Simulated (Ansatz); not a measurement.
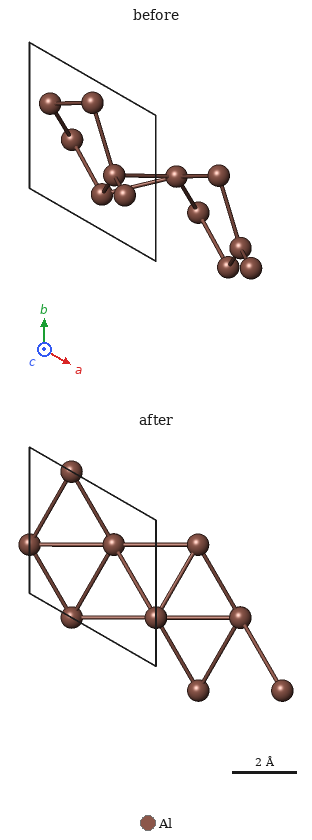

The structure of crystalline Al (a generated structure, set up in P3_2) (coarse preliminary run) before (top) and after (bottom) a relaxation, at one scale.

Style: ball-and-stick. Shown: the cell of the calculation, repeated 2 × 1 × 1 with one cell outlined, along the c axis.

Level of theory: DFT PBE, scalar-relativistic, plane waves, PAW (Ansatz 0.2.0).

Input
```yaml
crystal:
  lattice:
    - [4.59001547, 0.0, 0.0]
    - [-2.29500774, 3.97507, 0.0]
    - [0.0, 0.0, 6.74851412]
  atoms:
    - { symbol: Al, position: [0.16411406, 0.66278256, 0.34048367] }
    - { symbol: Al, position: [0.33721744, 0.5013315, 0.00715034] }
    - { symbol: Al, position: [0.4986685, 0.83588594, 0.67381701] }
    - { symbol: Al, position: [0.57438022, 0.24546047, 0.23458661] }
    - { symbol: Al, position: [0.75453953, 0.32891976, 0.90125328] }
    - { symbol: Al, position: [0.67108024, 0.42561978, 0.56791995] }
basis:
  ecutwfc: 420
kpoints:
  mp_grid: { grid: [6, 6, 4] }
hamiltonian:
  xc: pbe
scf:
  occupations: { method: gaussian, width: 0.1 }
  lower_state_search: "off"
output:
  forces: true
  stress: true
  eigenvalues: true
relax:
  adjacent_minimum: "off"
  f_tol: 0.04
  max_steps: 70
  cell: { stress_tol: 0.4 }
```

Command:
```bash
ansatz run input.yaml --threads 1 --pin off --max-ram 2560MiB --backend cpu --events-out ev --progress --plain --runs-dir out
```

### Describe what moved and what it gained.

The largest moves relative to the cell, 1.32 Å, are those of Al1, Al2 and Al3. Al1 goes roughly along [−1 −2 0]. The volume changes by −18.0 %, with a = b 4.590 → 4.599 Å (+0.2 %), c 6.749 → 5.515 Å (−18.3 %). Some distances before and after: Al1–Al6 5.184 → 2.816 Å, Al1–Al5 4.162 → 2.760 Å, Al4–Al5 2.361 → 3.221 Å, Al1–Al5 (another image) 3.433 → 2.756 Å. Bond angles that change, for instance: Al1–Al6–Al3 114.2° → 179.9°, Al5–Al3–Al6 133.0° → 70.2°, Al1–Al6–Al3 112.0° → 70.4°. The space group (tolerance 0.01 Å) goes from P3_2 (No. 145) to P3_221 (No. 154). The energy falls by 3.404 eV per cell of the calculation in 15 accepted moves (18 points after the start). The largest force component goes from 1.2 to 0.0078 eV/Å. Pressure: 12.04 GPa at the start and −0.07 GPa at the end. The line search rejected the trial steps at points 10, 15 of the run. The SCF was repeated once at an unchanged geometry on a basis and grid sized afresh for the cell, which shifted the energy by 1.9 meV per cell of the calculation at most. Cost: 2.8 min on 1 thread of Intel(R) Xeon(R) Processor @ 2.50GHz (Skylake/Cascade Lake) (shared host), peak memory 0.38 GiB.
